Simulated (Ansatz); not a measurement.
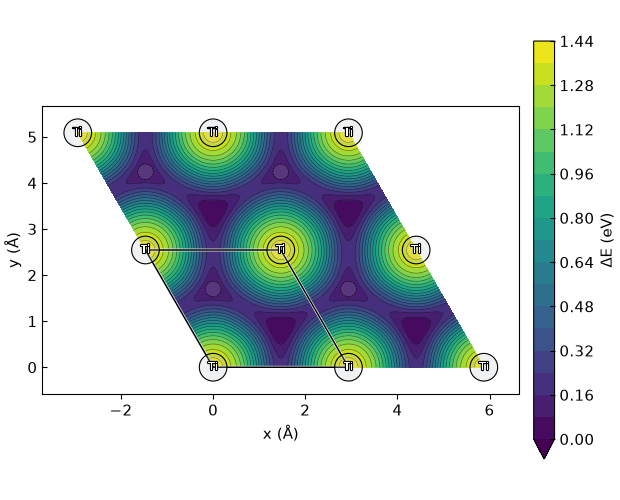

S on a Ti(001) slab cut from the P6_3/mmc phase, its upper half relaxed before the scan (16 atoms of substrate and one adsorbate in a 2 × 2 cell). S is moved over the surface cell; relaxed at each place: the height of the adsorbate's atoms; substrate rigid; the origin of the map has the adsorbate above Ti13. Places are given modulo a cell vector. The map is drawn in real space over the plane of the surface. The grid has 6 × 6 points; 10 points were computed and 26 follow by symmetry. Places are given in fractions of the 1 × 1 surface cell. Energies are in eV, from the lowest grid point. The calculation used Ansatz 0.2.0, DFT PBE, scalar-relativistic, plane waves, PAW. Settings: cutoff 420 eV, k-mesh 6×6×1, gaussian smearing 0.1 eV, no spin polarisation.

The picture shows filled contours, labelled circles for the atoms of the top layer and small ones for the second layer, the outline of one cell of the 2 × 2 shown. Between grid points the surface is interpolated.

The lowest grid point is at a threefold hollow, (4/6, 2/6) of the cell vectors. A higher local minimum lies near a threefold hollow over a second-layer Ti atom, (2/6, 4/6) of the cell vectors (0.10 eV above the lowest at that grid point). The highest grid point, the top site over a surface Ti atom, (0/6, 0/6) of the cell vectors, lies 1.39 eV above the lowest. On the interpolated surface the easiest way out of the lowest well to the well at a threefold hollow over a second-layer Ti atom, (2/6, 4/6) of the cell vectors passes a barrier of about 0.18 eV. At the lowest point the adsorbate has 3 Ti at 2.40 Å as nearest neighbours, at the highest 1 Ti at 2.16 Å. Its relaxed height above the top atom is 1.70 Å at the lowest and 2.16 Å at the highest point.

S is replaced by C; all else is set up alike.

Question: What does this change do to the map?

Answer: The minimum (interpolated where it lies between grid points) moves from a threefold hollow, (4/6, 2/6) of the cell vectors to a threefold hollow over a second-layer Ti atom, (2/6, 4/6) of the cell vectors. The span from the lowest to the highest grid point grows from 1.39 to 3.11 eV. The easiest pass out of the lowest well goes from about 0.18 to about 0.9 eV on the interpolated surfaces. Higher wells of the new map: a threefold hollow, (4/6, 2/6) of the cell vectors, 0.08 eV up (that grid point lay 0.00 eV up before). In the new map: at the lowest point the adsorbate has 3 Ti at 1.96 Å as nearest neighbours, at the highest 1 Ti at 1.79 Å. Its relaxed height above the top atom is 0.98 Å at the lowest and 1.79 Å at the highest point.

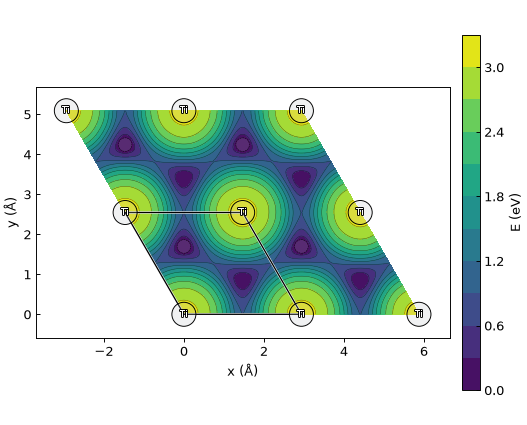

The map after the change, on a colour scale of its own. The picture shows filled contours, labelled circles for the atoms of the top layer and small ones for the second layer, the outline of one cell of the 2 × 2 shown. Between grid points the surface is interpolated.

PAW datasets: the set soft_1.
